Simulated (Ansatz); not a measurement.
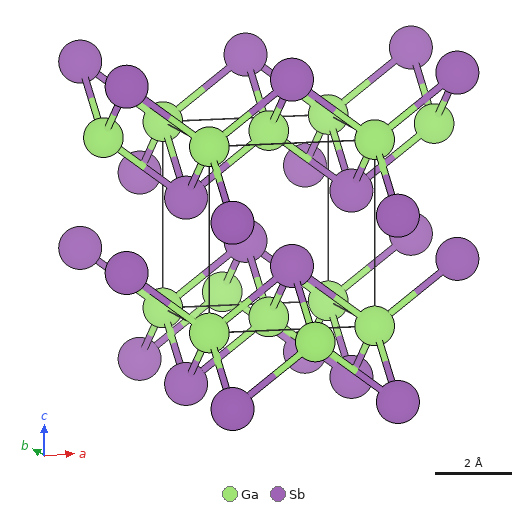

A ball-and-stick picture of a crystal structure, seen slightly off an axis. The conventional unit cell is outlined; an atom on or near a face, edge or corner is repeated at each equivalent position. Bonds that leave the box are completed with the atoms at their other ends. Cell: a = 4.55 Å, b = 4.55 Å, c = 4.99 Å, α = 90.00°, β = 90.00°, γ = 90.00°.

The cell started as a random cell made by a generator, so it need not be a real form of the compound. Earlier steps of the study may have refined or changed the cell and positions. It was run through Ansatz as a DFT input.

Give a description of the structure.

Composition: GaSb. It is primitive tetragonal, space group P4/nmm (No. 129). The cell holds 4 atoms (2 Ga, 2 Sb), Z = 2. Ga is linked to four Sb in a tetrahedral arrangement at about 2.8 Å. Sb is coordinated by four Ga at about 2.8 Å. The bonds build GaSb layers parallel to (001).

Level of theory: DFT PBE, scalar-relativistic, plane waves, PAW (Ansatz 0.2.0). Settings were wavefunction cutoff 420 eV, k-point mesh 10×10×10, Gaussian smearing of 0.1 eV, no spin polarisation.

What is the electronic character?

A metal: bands cross the Fermi level.

State the Bader charges by element.

Ga +0.23 e; Sb -0.23 e.

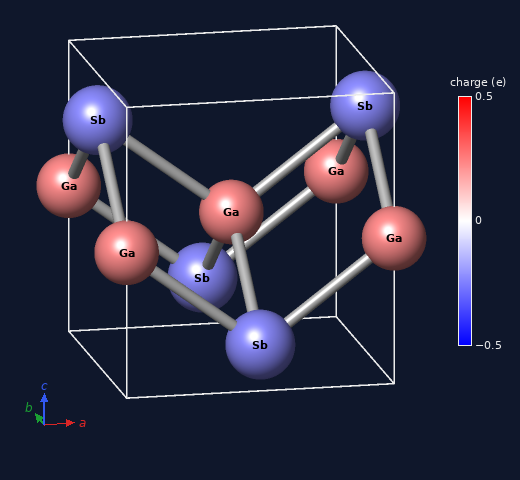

The atoms coloured by those charges. The run's cell of 4 atoms is drawn, so axes and origin can differ from the first picture.

Does this geometry sit at a stationary point of the energy?

Yes. All forces vanish to within 0.01 eV/Å. The pressure is 0.0 GPa, close to zero.
